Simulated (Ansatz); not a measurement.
# A series of single points on AlN

System: AlN (P6₃/mmc, 4 atoms in the cell).
Method: DFT LDA, scalar-relativistic, plane waves, PAW, no spin polarisation (Ansatz 0.2.0).

The 5 runs differ only in the geometry, by a strain of the cell at fixed fractional positions. Against run 3, the strain is εxx = η and εyy = η. The structure derives from a Materials Project entry.

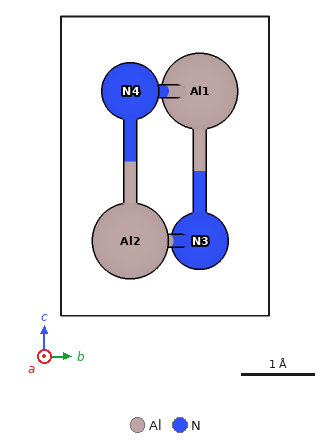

Figure 1. The structure of run 3 (ball-and-stick view of the cell of the calculation, along the a axis; atoms are numbered from 1 in the order of the input).

## Input of run 3
```yaml
crystal:
  lattice:
    - [3.3121157418, 0.0, 0.0]
    - [-1.6560578709, 2.8683763727, 0.0]
    - [0.0, 0.0, 4.124749555]
  atoms:
    - { symbol: Al, position: [0.3333333333, 0.6666666667, 0.75] }
    - { symbol: Al, position: [0.6666666667, 0.3333333333, 0.25] }
    - { symbol: "N", position: [0.3333333333, 0.6666666667, 0.25] }
    - { symbol: "N", position: [0.6666666667, 0.3333333333, 0.75] }
basis:
  ecutwfc: 420
kpoints:
  mp_grid: { grid: [9, 9, 6] }
hamiltonian:
  xc: lda
scf:
  occupations: { method: gaussian, width: 0.05 }
output:
  forces: true
  stress: true
  eigenvalues: true
```

Lattice vectors (Å) and fractional positions of run 3:
```
   3.312116    0.000000    0.000000
  -1.656058    2.868376    0.000000
   0.000000    0.000000    4.124750
Al  0.333333  0.666667  0.750000
Al  0.666667  0.333333  0.250000
N   0.333333  0.666667  0.250000
N   0.666667  0.333333  0.750000
```

Run 2 differs from it as follows:
```diff
-    - [3.3121157418, 0.0, 0.0]
-    - [-1.6560578709, 2.8683763727, 0.0]
+    - [3.2624340057, 0.0, 0.0]
+    - [-1.6312170028, 2.8253507271, 0.0]
```

## Results, with one run withheld

| run | strain parameter η (%) | free energy per atom, from the lowest run given (meV) | pressure (GPa) | gap on the mesh (eV) |
| --- | --- | --- | --- | --- |
| 1 | −3.0000 | 6.56 | 8.93 | 3.82 |
| 2 | −1.5000 | ? | ? | ? |
| 3 | 0.0000 | 0.00 | −6.06 | 3.43 |
| 4 | 1.5000 | 18.95 | −11.92 | 3.26 |
| 5 | 3.0000 | 49.85 | −16.88 | 3.10 |

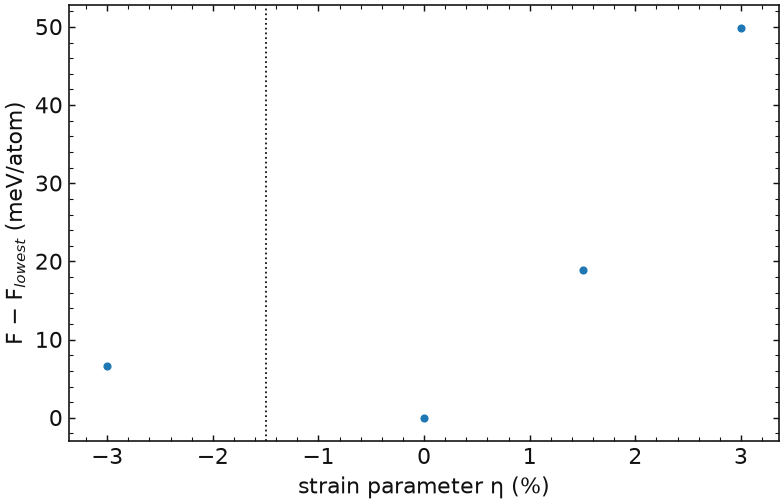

Figure 2. Free energy per atom of the runs given; the dotted line marks run 2.

What should run 2 give?

A quadratic polynomial in the coordinate, fitted to the 4 runs given, misses them by at most 0.63 meV per atom. With x = η − 0.3750, it reads F = 3.6294 + 9.585 x + 3.0904 x² (meV per atom). At run 2 it gives −3.48 meV per atom, and the run itself gives −4.90. The fit has its minimum at η = −1.1758 %. So low a polynomial doesn't follow these energies more closely. The gap on the mesh goes, without turning, from 3.82 eV in run 1 to 3.10 eV in run 5; run 2 has 3.61 eV. These are gaps of this functional on this mesh, which can miss the band edges; they aren't the measured gap.

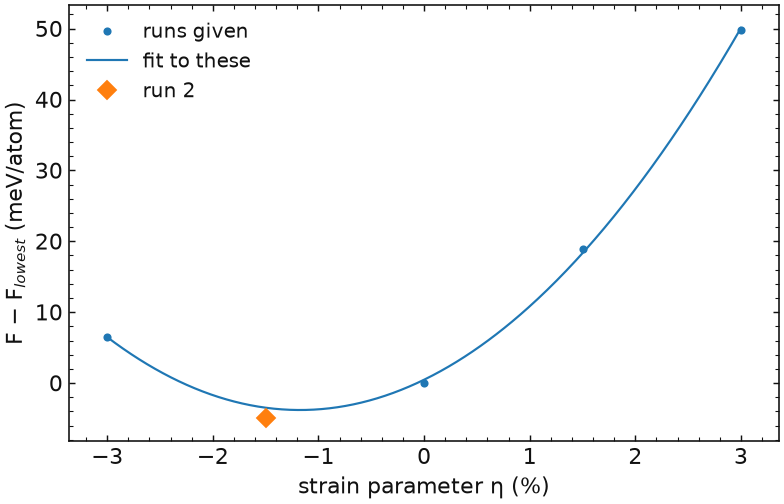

Figure 3. The fit and the withheld run.

## Output, shortened to warnings, some set-up lines, iterations and results (run 2)
```
Basis set: ecut = 420 eV, 745 PW (Γ)
Symmetry: 24 space group operations
k-points: 48 of 486
Initial density: superposition of atomic densities (neutral atoms: chi_scale 0, normalization atom), corrected by the library's trained network
[...]
SCF iter   1: F=—  HF=-1779.358474 eV  |F-HF|=—  |Δ(HF+E_count)|=         —  Δρ=7.19e-3  dr2=2.07e-2  ethr=1.77e-3  ⟨swp⟩=5.6  Hψ=3763  notcnv=0
SCF iter   2: F=—  HF=-1779.352730 eV  |F-HF|=—  |Δ(HF+E_count)|=   5.74e-3  Δρ=3.78e-3  dr2=2.62e-3  ethr=1.29e-4  ⟨swp⟩=2.7  Hψ=1461  notcnv=0
SCF iter   3: F=—  HF=-1779.351865 eV  |F-HF|=—  |Δ(HF+E_count)|=   8.64e-4  Δρ=1.33e-3  dr2=3.16e-4  ethr=1.64e-5  ⟨swp⟩=2.1  Hψ=875  notcnv=0
SCF iter   4: F=—  HF=-1779.351735 eV  |F-HF|=—  |Δ(HF+E_count)|=   1.31e-4  Δρ=2.07e-4  dr2=7.46e-6  ethr=1.97e-6  ⟨swp⟩=1.6  Hψ=708  notcnv=0
SCF iter   5: F=—  HF=-1779.351733 eV  |F-HF|=—  |Δ(HF+E_count)|=   1.88e-6  Δρ=9.72e-6  dr2=1.18e-8  ethr=4.66e-8  ⟨swp⟩=2.1  Hψ=927  notcnv=0
SCF iter   6: F=-1779.351733 eV  HF=-1779.351733 eV  |F-HF|=6.82e-13  |Δ(HF+E_count)|=  6.08e-10  Δρ=9.06e-7  dr2=1.55e-10  ethr=7.38e-11  ⟨swp⟩=1.5  Hψ=1853  notcnv=0
SCF 1 converged in 6 iterations: F = -1779.351733 eV  dr2 = 1.55e-10
SCF converged after 6 iterations
Free energy (F): -1779.351733 eV
Harris-Foulkes:  -1779.351733 eV  (|F-HF|=6.82e-13)
Internal energy: -1779.351733 eV  (E = F + TS)
E sigma→0 (E₀):  -1779.351733 eV
Fermi energy:    11.078833 eV
--- Per-component energies (eV) ---
  E_band       = 42.942956
  E_kinetic    = 323.463033
  E_local      = -427.330780  (includes V_loc(G=0)·N_el)
  E_nonlocal   = 114.171644
  E_hartree    = 149.821992
  E_xc         = -203.077025
  E_vxc        = -217.677106  (∫ρ·V_xc dr)
  E_paw        = -1123.946737  (= ΣΔE_a)
  E_vpaw       = -49.328099  (= ΣTr[D̂ρ^β])
  E_aug_tail   = 0.000182  (compensation charges beyond the density's cutoff)
  E_ewald      = -612.725564
  E_core_change = 0.271521  (= ΣΔE_core)
  E_smearing   = -0.000000  (= −TS)
  E_closure    = 0.000000  (closes the sum)
  Σ components = -1779.351733   (vs F -1779.351733, Δ=0.00e0)
--- Forces (eV/Å), atoms counted from 1 ---
  atom   1  Al     0.00000000     0.00000000     0.00000000
  atom   2  Al    -0.00000000    -0.00000000    -0.00000000
  atom   3  N      0.00000000    -0.00000000     0.00000000
  atom   4  N     -0.00000000     0.00000000    -0.00000000
  max |Σ_I F_I| component: 7.40e-17 eV/Å
--- Stress (GPa, compression-positive) ---
        1.584253      -0.000000      -0.000000
       -0.000000       1.584253       0.000000
       -0.000000      -0.000000      -0.657821
  P = ⅓ Tr σ = 0.8369 GPa (8.369 kbar)
```
